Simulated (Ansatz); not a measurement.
# Run report: IrO₂, single-point calculation (part 1 of 2)

System: IrO₂ (slab, 18 atoms in the cell).
Method: DFT PBEsol, scalar-relativistic, plane waves, PAW, spin-polarised (Ansatz 0.2.0).

The structure derives from an entry of the Crystallography Open Database. It belongs to a series of runs on one base structure; here: spin: collinear. Figures and captions count atoms from 1; the log counts them from 0 in places.

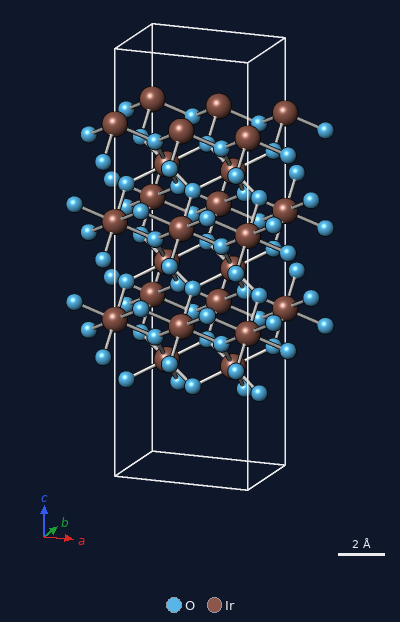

**Figure 1.** The structure as given in the input (ball-and-stick view of the 2 × 1 repeat of the cell, with the vacuum cut short, seen slightly off an axis; bonded neighbours outside the cell are drawn too). An atom can appear more than once, as a periodic image.

## The input
```yaml
crystal:
  lattice:
    - [3.1535737106, 0.0, 0.0]
    - [0.0, 4.4714886336, 0.0]
    - [0.0, 0.0, 27.559436598]
  atoms:
    - { symbol: O, position: [0.5, 0.8087819577, 0.2721390901], spin: 1.0 }
    - { symbol: O, position: [0.0, 0.3087819577, 0.2912137076], spin: 1.0 }
    - { symbol: Ir, position: [0.5, 0.5, 0.3222386271] }
    - { symbol: O, position: [0.0, 0.6912180423, 0.3532635467] }
    - { symbol: O, position: [0.5, 0.1912180423, 0.3723381642] }
    - { symbol: Ir, position: [0.0, 0.0, 0.4033630837] }
    - { symbol: O, position: [0.5, 0.8087819577, 0.4343880032] }
    - { symbol: O, position: [0.0, 0.3087819577, 0.4534626207] }
    - { symbol: Ir, position: [0.5, 0.5, 0.4844875402] }
    - { symbol: O, position: [0.0, 0.6912180423, 0.5155124598] }
    - { symbol: O, position: [0.5, 0.1912180423, 0.5345870773] }
    - { symbol: Ir, position: [0.0, 0.0, 0.5656119968] }
    - { symbol: O, position: [0.5, 0.8087819577, 0.5966369163] }
    - { symbol: O, position: [0.0, 0.3087819577, 0.6157115338] }
    - { symbol: Ir, position: [0.5, 0.5, 0.6467364533] }
    - { symbol: O, position: [0.0, 0.6912180423, 0.6777613729] }
    - { symbol: O, position: [0.5, 0.1912180423, 0.6968359903], spin: 1.0 }
    - { symbol: Ir, position: [0.0, 0.0, 0.7278609099], spin: 1.0 }
basis:
  ecutwfc: 420
kpoints:
  mp_grid: { grid: [11, 8, 1] }
hamiltonian:
  xc: pbesol
scf:
  occupations: { method: gaussian, width: 0.1 }
output:
  forces: true
  stress: true
  eigenvalues: true
  populations: true
  write_density: true
  write_potential: true
  elf: true
  volumetric_format: npy
magnetization:
  spin_polarized: true
efield:
  axis: 3
  dipole_correction: true
  ramp_width: 0.04
```

Launched with:
```bash
ansatz run input.yaml --threads 2 --pin off --max-ram 5120MiB --backend cpu --events-out ev --progress --plain --runs-dir out
```

## Output
```
Engine: ansatz 0.2.0, x86_64-unknown-linux-gnu
Pseudopotentials: kind: paw
Pseudopotential: O, paw, valence charge 6, recommended cutoff 420 eV (normal), O.paw.azcp
Pseudopotential: Ir, paw, valence charge 17, recommended cutoff 420 eV (normal), Ir.paw.azcp
Functional definition: PBEsol
  exchange = pbesol_x
  correlation = pbesol_c
Crystal: 18 atoms, lattice volume = 388.620 Å³
Basis set: ecut = 420 eV, 7621 PW (Γ), exchange–correlation on 48×60×384 points (8 copies of the dense FFT grid, shifted against one another)
Bands: 107, of which v1, the nominal top of the filled ones, is band 87 counted from 1 (86 counted from 0)
Symmetry: 2 space group operations
k-points: 30 of 88 (time reversal used)
Non-local potential: O, projectors of the file, l = 0: 2, l = 1: 2, l = 2: 1
Non-local potential: Ir, projectors of the file, l = 0: 3, l = 1: 2, l = 2: 2, l = 3: 1
PAW form: soft (Blöchl's): semilocal exchange-correlation on the pseudo side does not see the compensation charge
PAW frozen core: O, regenerated for the run's functional, and the local potential with it (the file was generated under x = pbe(κ = 0.804, μ = 0.2195149727645171), c = pbe(β = 0.06672455060314922))
PAW frozen core: Ir, regenerated for the run's functional, and the local potential with it (the file was generated under x = pbe(κ = 0.804, μ = 0.2195149727645171), c = pbe(β = 0.06672455060314922))
PAW one-centre angular grid: O, 110 points (default); XC on 64 Gauss nodes
PAW one-centre angular grid: Ir, 590 points (default); XC on 64 Gauss nodes
Initial density: superposition of atomic densities (neutral atoms: chi_scale 0, normalization atom)
Starting moments: Σ|m| = 4 μB on 4 of 18 sites
Initial wavefunctions: pseudopotential atomic-orbital guess
Functional: x = pbesol(κ = 0.804, μ = 0.12345679012345678), c = pbesol(β = 0.046)
SCF iter   1: F=—  HF=-77507.354313 eV  |F-HF|=—  |Δ(HF+E_count)|=         —  Δρ=5.98e-2 (↑5.66e-2 ↓5.98e-2)  dr2=6.62e1  dr2_m=1.75e0  M=0.852 μB ∫|m|=1.256 μB  β_m=0.38  ethr=3.10e-3  p=-0.000 e·Å  D=-3.19e-7 V/Å  ΔV_dip=0.00 eV  dr2_dipole=1.71e1  V_vac-E_F(+/−)=6.10/6.10 eV  ⟨swp⟩=6.0  Hψ=23355  notcnv=0  defer=114
Mixer restart at iter 1: flushing history
efield: sawtooth ramp at fractional position 0.9800 (placed from the atoms, in the widest stretch of the axis that holds none; the zero of the levels goes with the place), width 0.0400; the density the first Hamiltonian is built on has a dipole p = -0.000 e·Å; the dipole correction subtracts the counter field D = -3.19e-7 V/Å, which shifts the + side's vacuum level by +0.00 eV against the − side's; the planar-averaged density in the ramp window peaks in size at 7.1e-7 e/Å³
preconditioner: auto → LDOS  [metal: Δε(μ)=0.002 eV  Ē_g=11.429 eV  σ=0.100 eV  W_gap=0.01  n_scr=76 (ndim 8)  ℏωp=21.1 eV  f_vac=0.465  D(μ)=8.89/eV (n_scr^D=48)]
spin=Collinear: LDOS preconditioning applied to the charge; magnetization (m = ρ↑ − ρ↓) channel mixes plain (no charge-response kernel on spin).
SCF iter   2: F=—  HF=-77504.390063 eV  |F-HF|=—  |Δ(HF+E_count)|=    2.96e0  Δρ=3.80e-2 (↑3.70e-2 ↓3.80e-2)  dr2=2.83e1  dr2_m=7.55e-1  M=0.863 μB ∫|m|=1.302 μB  β_m=0.52  ethr=3.10e-3  p=0.072 e·Å  D=3.34e-2 V/Å  ΔV_dip=-0.92 eV  dr2_dipole=7.33e0  V_vac-E_F(+/−)=5.65/6.57 eV  ⟨swp⟩=2.0  Hψ=10669  notcnv=0  defer=683
density mixer auto → msr1: a metal under ldos (density of states about μ 1.42 of a free-electron gas's, 76 screened modes)
SCF iter   3: F=—  HF=-77502.765855 eV  |F-HF|=—  |Δ(HF+E_count)|=    1.62e0  Δρ=1.17e-2 (↑1.17e-2 ↓1.14e-2)  dr2=1.44e0  dr2_m=7.53e-2  M=0.732 μB ∫|m|=1.362 μB  β_m=0.68  ethr=3.10e-3  p=0.219 e·Å  D=1.02e-1 V/Å  ΔV_dip=-2.81 eV  dr2_dipole=2.29e-1  V_vac-E_F(+/−)=4.85/7.65 eV  ⟨swp⟩=2.7  Hψ=11208  notcnv=0  defer=667
SCF iter   4: F=—  HF=-77502.696379 eV  |F-HF|=—  |Δ(HF+E_count)|=   6.95e-2  Δρ=6.49e-3 (↑6.49e-3 ↓6.45e-3)  dr2=3.76e-1  dr2_m=2.72e-2  M=0.756 μB ∫|m|=1.435 μB  β_m=0.84  ethr=8.25e-4  p=0.228 e·Å  D=1.06e-1 V/Å  ΔV_dip=-2.92 eV  dr2_dipole=3.03e-3  V_vac-E_F(+/−)=4.97/7.90 eV  ⟨swp⟩=2.1  Hψ=7879  notcnv=0  defer=667
SCF iter   5: F=—  HF=-77502.682679 eV  |F-HF|=—  |Δ(HF+E_count)|=   1.37e-2  Δρ=3.35e-3 (↑3.35e-3 ↓3.23e-3)  dr2=1.39e-1  dr2_m=3.88e-3  M=0.726 μB ∫|m|=1.479 μB  β_m=0.78  ethr=2.16e-4  p=0.231 e·Å  D=1.08e-1 V/Å  ΔV_dip=-2.97 eV  dr2_dipole=6.95e-3  V_vac-E_F(+/−)=4.92/7.89 eV  ⟨swp⟩=2.0  Hψ=9019  notcnv=0  defer=667
SCF iter   6: F=—  HF=-77502.670674 eV  |F-HF|=—  |Δ(HF+E_count)|=   1.20e-2  Δρ=8.41e-4 (↑8.41e-4 ↓8.33e-4)  dr2=7.76e-3  dr2_m=1.84e-4  M=0.722 μB ∫|m|=1.532 μB  β_m=0.71  ethr=7.96e-5  p=0.231 e·Å  D=1.08e-1 V/Å  ΔV_dip=-2.97 eV  dr2_dipole=4.04e-5  V_vac-E_F(+/−)=4.96/7.93 eV  ⟨swp⟩=2.0  Hψ=9612  notcnv=0  defer=667
SCF iter   7: F=—  HF=-77502.670237 eV  |F-HF|=—  |Δ(HF+E_count)|=   4.37e-4  Δρ=2.64e-4 (↑2.52e-4 ↓2.64e-4)  dr2=7.72e-4  dr2_m=3.26e-5  M=0.717 μB ∫|m|=1.545 μB  β_m=0.79  ethr=4.46e-6  p=0.233 e·Å  D=1.08e-1 V/Å  ΔV_dip=-2.99 eV  dr2_dipole=4.96e-5  V_vac-E_F(+/−)=4.95/7.94 eV  ⟨swp⟩=2.2  Hψ=9958  notcnv=0  defer=667
SCF iter   8: F=—  HF=-77502.670396 eV  |F-HF|=—  |Δ(HF+E_count)|=   1.59e-4  Δρ=1.09e-4 (↑1.09e-4 ↓1.06e-4)  dr2=2.01e-4  dr2_m=1.44e-5  M=0.714 μB ∫|m|=1.547 μB  β_m=0.78  ethr=4.44e-7  p=0.232 e·Å  D=1.08e-1 V/Å  ΔV_dip=-2.98 eV  dr2_dipole=1.54e-5  V_vac-E_F(+/−)=4.95/7.93 eV  ⟨swp⟩=2.1  Hψ=10154  notcnv=0  defer=667
SCF iter   9: F=—  HF=-77502.670436 eV  |F-HF|=—  |Δ(HF+E_count)|=   4.01e-5  Δρ=3.66e-5 (↑2.99e-5 ↓3.66e-5)  dr2=2.92e-5  dr2_m=1.39e-6  M=0.713 μB ∫|m|=1.549 μB  β_m=0.80  ethr=1.16e-7  p=0.233 e·Å  D=1.08e-1 V/Å  ΔV_dip=-2.99 eV  dr2_dipole=1.65e-5  V_vac-E_F(+/−)=4.95/7.94 eV  ⟨swp⟩=2.1  Hψ=9041  notcnv=0  defer=667
SCF iter  10: F=—  HF=-77502.670443 eV  |F-HF|=—  |Δ(HF+E_count)|=   6.70e-6  Δρ=1.80e-5 (↑1.62e-5 ↓1.80e-5)  dr2=2.22e-6  dr2_m=5.41e-7  M=0.713 μB ∫|m|=1.550 μB  β_m=0.80  ethr=1.68e-8  p=0.233 e·Å  D=1.08e-1 V/Å  ΔV_dip=-2.98 eV  dr2_dipole=8.68e-8  V_vac-E_F(+/−)=4.95/7.94 eV  ⟨swp⟩=2.1  Hψ=9384  notcnv=0  defer=667
SCF iter  11: F=—  HF=-77502.670445 eV  |F-HF|=—  |Δ(HF+E_count)|=   2.29e-6  Δρ=7.97e-6 (↑7.97e-6 ↓7.53e-6)  dr2=1.76e-7  dr2_m=1.58e-7  M=0.712 μB ∫|m|=1.550 μB  β_m=0.87  ethr=1.27e-9  p=0.233 e·Å  D=1.08e-1 V/Å  ΔV_dip=-2.98 eV  dr2_dipole=2.05e-9  V_vac-E_F(+/−)=4.95/7.94 eV  ⟨swp⟩=2.0  Hψ=10237  notcnv=0  defer=667
SCF iter  12: F=—  HF=-77502.670446 eV  |F-HF|=—  |Δ(HF+E_count)|=   6.66e-7  Δρ=4.32e-6 (↑4.19e-6 ↓4.32e-6)  dr2=4.86e-8  dr2_m=5.22e-8  M=0.712 μB ∫|m|=1.551 μB  β_m=0.94  ethr=1.01e-10  p=0.233 e·Å  D=1.08e-1 V/Å  ΔV_dip=-2.98 eV  dr2_dipole=2.20e-9  V_vac-E_F(+/−)=4.95/7.94 eV  ⟨swp⟩=3.0  Hψ=12675  notcnv=0  defer=667
SCF iter  13: F=—  HF=-77502.670446 eV  |F-HF|=—  |Δ(HF+E_count)|=   1.30e-7  Δρ=1.51e-6 (↑1.45e-6 ↓1.51e-6)  dr2=1.59e-8  dr2_m=3.97e-9  M=0.711 μB ∫|m|=1.551 μB  β_m=0.96  ethr=2.79e-11  p=0.233 e·Å  D=1.08e-1 V/Å  ΔV_dip=-2.98 eV  dr2_dipole=9.83e-11  V_vac-E_F(+/−)=4.95/7.94 eV  ⟨swp⟩=2.9  Hψ=13066  notcnv=0  defer=667
SCF iter  14: F=-77502.670446 eV  HF=-77502.670446 eV  |F-HF|=1.22e-8  |Δ(HF+E_count)|=   7.39e-8  Δρ=8.98e-7 (↑6.30e-7 ↓8.98e-7)  dr2=9.28e-9  dr2_m=5.12e-10  M=0.711 μB ∫|m|=1.551 μB  ethr=9.14e-12  p=0.233 e·Å  D=1.08e-1 V/Å  ΔV_dip=-2.98 eV  dr2_dipole=1.24e-9  V_vac-E_F(+/−)=4.95/7.94 eV  ⟨swp⟩=19.1  Hψ=54567  notcnv=0
SCF 1 converged in 14 iterations: F = -77502.670446 eV  dr2 = 9.28e-9
  greatest PAW one-centre occupation: 1.000 electrons in one spin orbital (limit 2), on the Ir atom at site 2 (counted from 0), in its partial waves of l = 0
```

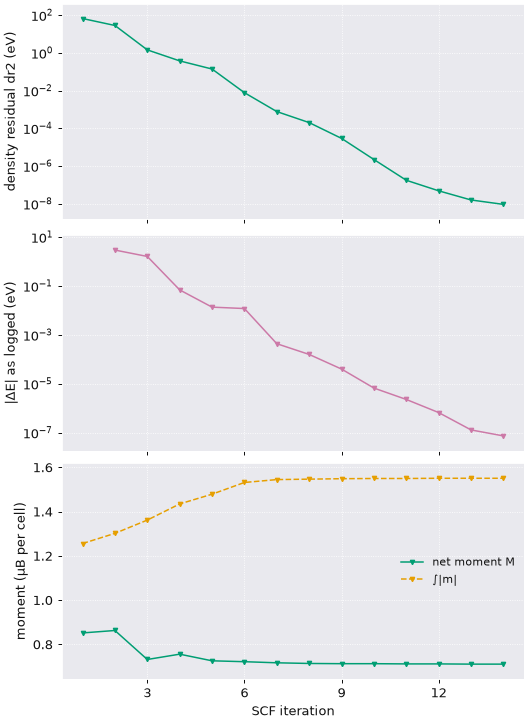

**Figure 2.** Convergence of the self-consistent field: density residual dr2, size of the energy change and magnetic moment against the SCF iteration. The residual falls at every step. The net moment goes from 0.9 to 0.7 μB per cell.

```
WARN: The output density's exchange-correlation potential varies sharply where the density is thin. Do not read a vacuum level from v_tot or v_xc, or from such a field of the output density. On a cell that repeats whose density bears no net charge and no dipole along the vacuum's axis use v_es (v_loc + v_h of the components); under efield.dipole_correction with no amplitude use v_es + v_field, which holds any external_charges[].barrier, or the levels of the report's work_function block, which leave it out; under a non-zero efield.amplitude the vacuum is tilted and has no level; on a cell that repeats and bears such a dipole with no correction it is tilted too, and efield.dipole_correction with no amplitude gives each side of its ramp a level where efield: is served; in a cell that repeats whose density bears a net charge (total_charge, or a fill off its count) it is curved and has none; of a slab under crystal.periodic whose density bears no net charge use v_es, which has a level on each side, short of where the two are joined; of another it falls or rises all the way out and has none; of a slab beside external_charges read slab_vacuum_level instead, which it has where they leave it neutral. The grid or the basis barely resolves most such structure, and the values can differ between equally converged runs; as a rule a tighter scf.convergence.dr2_threshold does not remove it. Where the density itself ripples (under the LDA too) a higher basis.ecutwfc lessens it. The files hold the spikes' plane waves up to the density's cutoff. Files: v_tot_of_output_density and the like, and their columns of v_z.tsv (output.write_potential); v_xc_of_output_density and the like, and their columns of v_comp_z.tsv (output.write_potential_components). Measured: with its Gaussian average of σ = 0.25 Å subtracted twice, the exchange-correlation potential is over 0.1 eV at 4167 of the grid points where the equally averaged density (valence and model cores) is under 1e-3 e/Å³, and 0.624 eV at the most among them, at an averaged density of 6.4e-8 e/Å³. The input density's (outcome.potential() and, of a run that writes arrays, v_tot and v_xc) is over 0.1 eV, so measured, at 127 points of its own thin density, 0.562 eV at the most. See output.write_potential in the manual, Limitations
SCF converged after 14 iterations
Magnetization: 0.7114 μB (87.3557 up, 86.6443 down)
Absolute magnetization: 1.5544 μB (∫|ρ↑−ρ↓|, with the PAW one-centre terms)
Spin contamination: 0.4313 ħ² per cell (⟨S²⟩ above its minimum at these occupations)
Per-site moments (μB) at R_I (Å): [(0.7881596516066935, 0.8054581830604622), (-0.12530101892722723, 0.8196622042291943), (0.10005662806559909, 0.8054581830604622), (-0.042901742507336416, 0.8054581830604627), (-0.035584364132425744, 0.8054581838643198), (-0.07011645416084081, 0.8054581830604616), (-0.005017139905709728, 0.8054581830604622), (-0.004257819705489517, 0.8054581830604616), (0.013984095046678443, 0.8054581830604622), (0.0023333400475508905, 0.8054581830604616), (0.0070391985447110905, 0.8054581838643198), (0.002768570144449675, 0.8054581830604616), (-0.0016765970452159323, 0.8054581830604611), (-0.0015840085510924332, 0.8054581830604626), (-0.005824006409576413, 0.8054581830604611), (-0.0034382098797897317, 0.8054581830604622), (-0.0067423042397965404, 0.805458183060463), (-0.011635405603076968, 0.8054581830604622)]
Free energy (F): -77502.670446 eV
Harris-Foulkes:  -77502.670446 eV  (|F-HF|=1.22e-8)
Internal energy: -77502.624843 eV  (E = F + TS)
E sigma→0 (E₀):  -77502.647645 eV
Entropy (-TS):   -0.045603 eV (-2.533 meV/atom)
Fermi energy:    3.779259 eV
Dipole field:    D = 0.108245 V/Å  (p = 0.232472 e·Å, saw-weighted, corrected)
Work function:   Φ+ = 4.9528 eV   Φ− = 7.9361 eV
Levels:          The Fermi level and band energies are counted from a zero that moves with the ramp; work functions are not
--- Per-component energies (eV) ---
  E_band       = -3201.036332
  E_kinetic    = 5803.893373
  E_local      = -248111.657385  (includes V_loc(G=0)·N_el)
  E_nonlocal   = 1040.926989
  E_hartree    = 121392.862352
  E_xc         = -2448.219095
  E_vxc        = -2887.062867  (∫ρ·V_xc dr)
  E_paw        = -56356.136726  (= ΣΔE_a)
  E_vpaw       = -1828.608235  (= ΣTr[D̂ρ^β])
  E_aug_tail   = 0.029774  (compensation charges beyond the density's cutoff)
  E_efield     = 0.012582  (sawtooth field / dipole correction)
  E_vefield    = -4.265167  (∫n·V_field dr)
  E_ewald      = 101173.648128
  E_core_change = 2.015164  (= ΣΔE_core)
  E_smearing   = -0.045603  (= −TS)
  E_closure    = -0.000000  (closes the sum)
  Σ components = -77502.670446   (vs F -77502.670446, Δ=0.00e0)
--- Forces (eV/Å), atoms counted from 1 ---
  atom   1  O      0.00000000    -2.62651198     2.92972202
  atom   2  O      0.00000000     0.26320861     1.27052207
  atom   3  Ir     0.00000000     2.80983252    -5.12806732
  atom   4  O      0.00000000    -0.08500199     0.60764506
  atom   5  O      0.00000000    -0.19001146     0.38651265
  atom   6  Ir     0.00000000    -0.33170779    -0.14716125
  atom   7  O      0.00000000     0.03474321     0.02184063
  atom   8  O      0.00000000     0.08711707     0.08711330
  atom   9  Ir     0.00000000     0.07043780    -0.05215178
  atom  10  O      0.00000000    -0.03034329     0.00608798
  atom  11  O      0.00000000    -0.00070639    -0.00566624
  atom  12  Ir     0.00000000    -0.02094189    -0.01323722
  atom  13  O      0.00000000     0.16810600    -0.06764546
  atom  14  O      0.00000000    -0.12852474    -0.18340131
  atom  15  Ir     0.00000000    -0.27243165     0.23170861
  atom  16  O      0.00000000     0.07433149     1.06192489
  atom  17  O      0.00000000     0.55897274     1.09650237
  atom  18  Ir     0.00000000    -0.38054141    -2.10227625
  max |Σ_I F_I| component: 2.72e-5 eV/Å
```
